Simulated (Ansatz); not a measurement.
## SnO: 5 runs along one coordinate

System: SnO (P4/nmm, 4 atoms in the cell).
Method: Kohn-Sham DFT of a periodic cell, PBE, Ansatz PAW large core, no spin polarisation (Ansatz 0.2.0).

The 5 runs differ only in the geometry, by an even scaling of the cell at fixed fractional positions. The structure derives from a Materials Project entry.

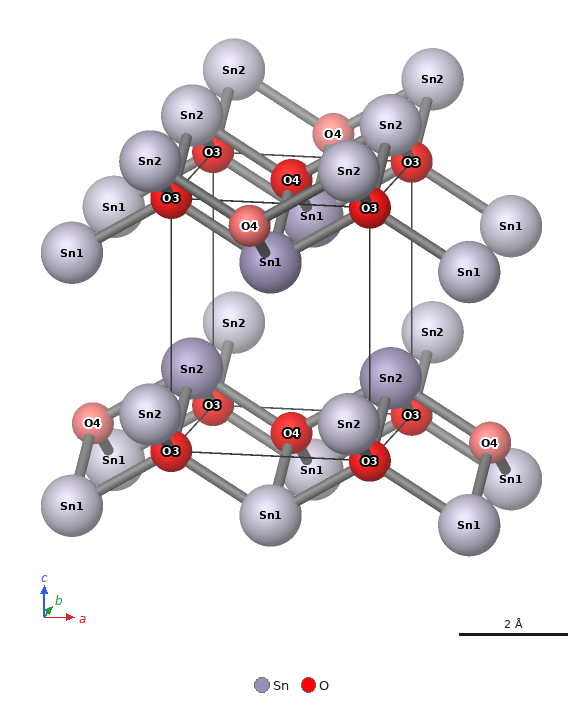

Figure 1. The structure of run 3 (ball-and-stick view of the cell of the calculation, seen slightly off an axis; neighbours outside the cell are drawn fainter; atoms are numbered from 1 in the order of the input).

**Input of run 3**
```yaml
crystal:
  lattice:
    - [3.7880991788, 0.0, 0.0]
    - [0.0, 3.7880991788, 0.0]
    - [0.0, 0.0, 4.8541142359]
  atoms:
    - { symbol: Sn, position: [0.5, 0.0, 0.76462614] }
    - { symbol: Sn, position: [0.0, 0.5, 0.23537386] }
    - { symbol: O, position: [0.0, 0.0, 0.0] }
    - { symbol: O, position: [0.5, 0.5, 0.0] }
hamiltonian:
  xc: pbe
  pseudopotentials: { kind: paw, core: large }
kpoints:
  mp_grid: { grid: [7, 7, 6] }
scf:
  occupations: { method: fermi_dirac, width: 0.05 }
output:
  forces: true
  stress: true
  eigenvalues: true
```

Command:
```bash
ansatz run input.yaml --threads 2 --pin off --max-ram 5120MiB --backend cpu --events-out ev --progress --plain --runs-dir out
```

Run 2 differs from it as follows:
```diff
-    - [3.7880991788, 0.0, 0.0]
-    - [0.0, 3.7880991788, 0.0]
-    - [0.0, 0.0, 4.8541142359]
+    - [3.7621524798, 0.0, 0.0]
+    - [0.0, 3.7621524798, 0.0]
+    - [0.0, 0.0, 4.8208658347]
```

**Results, with one run withheld**

| run | volume per atom (Å³) | free energy per atom, from the lowest run given (meV) | pressure (GPa) | gap on the mesh (eV) |
| --- | --- | --- | --- | --- |
| 1 | 16.703 | 53.76 | 10.61 | 0.14 |
| 2 | 17.058 | ? | ? | ? |
| 3 | 17.414 | 17.97 | 5.70 | 0.30 |
| 4 | 18.480 | 0.00 | −0.01 | 0.51 |
| 5 | 18.835 | 1.71 | −1.54 | 0.57 |

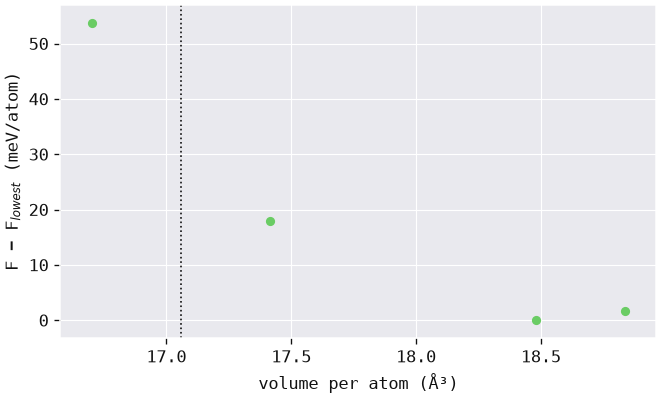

Figure 2. Free energy per atom of the runs given; the dotted line marks run 2.

Fit the runs given and predict run 2.

A quadratic polynomial in V^(−2/3) (the Birch–Murnaghan form), fitted to the 4 runs given, misses them by at most 0.04 meV per atom. With x = V^(−2/3) − 0.14655 Å⁻², it reads F = 6.4994 + 3765.5 x + 5.4175e+05 x² (meV per atom). At run 2 it gives 33.21 meV per atom, and the run itself gives 33.14. The slope of the fit gives a pressure −dF/dV of 8.02 GPa there, and the run prints 8.03 GPa. The fit has its minimum at 18.478 Å³ per atom, where V d²F/dV² gives 85.5 GPa. Cell shape and fractional positions are held, so this is the stiffness under even scaling; the relaxed bulk modulus wasn't computed and can be far lower in a crystal of layers, chains or molecules like this one. The gap on the mesh goes, without turning, from 0.14 eV in run 1 to 0.57 eV in run 5; run 2 has 0.22 eV. These are gaps of this functional on this mesh, which can miss the band edges; they aren't the measured gap.

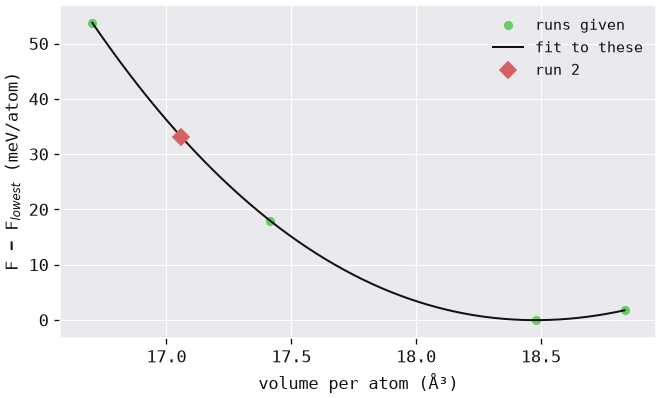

Figure 3. The fit and the withheld run.

**Output, shortened to warnings, some set-up lines, iterations and results (run 2)**
```
Warning: of Sn the run reads no dataset of the core that `hamiltonian.pseudopotentials.core` asks for: this build lists none beside the file that it uses, or the input names that file
Basis set: ecut = 420 eV, 1329 PW (Γ), exchange–correlation on 54×54×72 points (8 copies of the dense FFT grid, shifted against one another)
Symmetry: 16 space group operations
k-points: 40 of 294
Initial density: superposition of atomic densities (neutral atoms: chi_scale 0, normalization atom), corrected by the library's trained network
[...]
SCF iter   1: F=—  HF=-13183.267892 eV  |F-HF|=—  |Δ(HF+E_count)|=         —  Δρ=1.73e-3  dr2=1.42e-3  ethr=1.77e-3  ⟨swp⟩=6.0  Hψ=4402  notcnv=0
SCF iter   2: F=—  HF=-13183.267666 eV  |F-HF|=—  |Δ(HF+E_count)|=   2.26e-4  Δρ=1.02e-3  dr2=4.43e-4  ethr=3.54e-6  ⟨swp⟩=2.3  Hψ=2111  notcnv=0
SCF iter   3: F=—  HF=-13183.268014 eV  |F-HF|=—  |Δ(HF+E_count)|=   3.48e-4  Δρ=2.55e-4  dr2=3.63e-5  ethr=1.11e-6  ⟨swp⟩=2.9  Hψ=1766  notcnv=0
SCF iter   4: F=—  HF=-13183.268014 eV  |F-HF|=—  |Δ(HF+E_count)|=   4.53e-7  Δρ=8.86e-5  dr2=6.19e-6  ethr=9.07e-8  ⟨swp⟩=2.0  Hψ=1756  notcnv=0
SCF iter   5: F=—  HF=-13183.268018 eV  |F-HF|=—  |Δ(HF+E_count)|=   4.15e-6  Δρ=1.10e-4  dr2=7.22e-6  ethr=1.55e-8  ⟨swp⟩=2.0  Hψ=1761  notcnv=0
SCF iter   6: F=—  HF=-13183.268017 eV  |F-HF|=—  |Δ(HF+E_count)|=   1.75e-6  Δρ=1.89e-5  dr2=2.31e-7  ethr=1.55e-8  ⟨swp⟩=2.0  Hψ=1303  notcnv=0
SCF iter   7: F=-13183.268017 eV  HF=-13183.268017 eV  |F-HF|=2.20e-8  |Δ(HF+E_count)|=   1.29e-7  Δρ=6.84e-6  dr2=4.25e-8  ethr=2.50e-10  ⟨swp⟩=6.3  Hψ=4407  notcnv=0
SCF 1 converged in 7 iterations: F = -13183.268017 eV  dr2 = 4.25e-8
SCF converged after 7 iterations
Free energy (F): -13183.268017 eV
Harris-Foulkes:  -13183.268017 eV  (|F-HF|=2.20e-8)
Internal energy: -13183.267113 eV  (E = F + TS)
E sigma→0 (E₀):  -13183.267565 eV
Entropy (-TS):   -0.000904 eV (-0.226 meV/atom)
Fermi energy:    10.641554 eV
--- Per-component energies (eV) ---
  E_band       = -171.742118
  E_kinetic    = 727.445687
  E_local      = -2654.345372  (includes V_loc(G=0)·N_el)
  E_nonlocal   = 32.539137
  E_hartree    = 1443.987867
  E_xc         = -913.793421
  E_vxc        = -381.832307  (∫ρ·V_xc dr)
  E_paw        = -8590.106931  (= ΣΔE_a)
  E_vpaw       = -783.529860  (= ΣTr[D̂ρ^β])
  E_aug_tail   = 0.004875  (compensation charges beyond the density's cutoff)
  E_ewald      = -3228.998955
  E_smearing   = -0.000904  (= −TS)
  E_closure    = -0.000000  (closes the sum)
  Σ components = -13183.268017   (vs F -13183.268017, Δ=0.00e0)
--- Forces (eV/Å), atoms counted from 1 ---
  atom   1  Sn     0.00000000     0.00000000    -0.97824248
  atom   2  Sn     0.00000000     0.00000000     0.97824248
  atom   3  O      0.00000000     0.00000000     0.00000000
  atom   4  O      0.00000000     0.00000000    -0.00000000
  max |Σ_I F_I| component: 1.67e-16 eV/Å
--- Stress (GPa, compression-positive) ---
        8.715489       0.000000       0.000000
        0.000000       8.715489       0.000000
        0.000000       0.000000       6.659497
  P = ⅓ Tr σ = 8.0302 GPa (80.302 kbar)
```
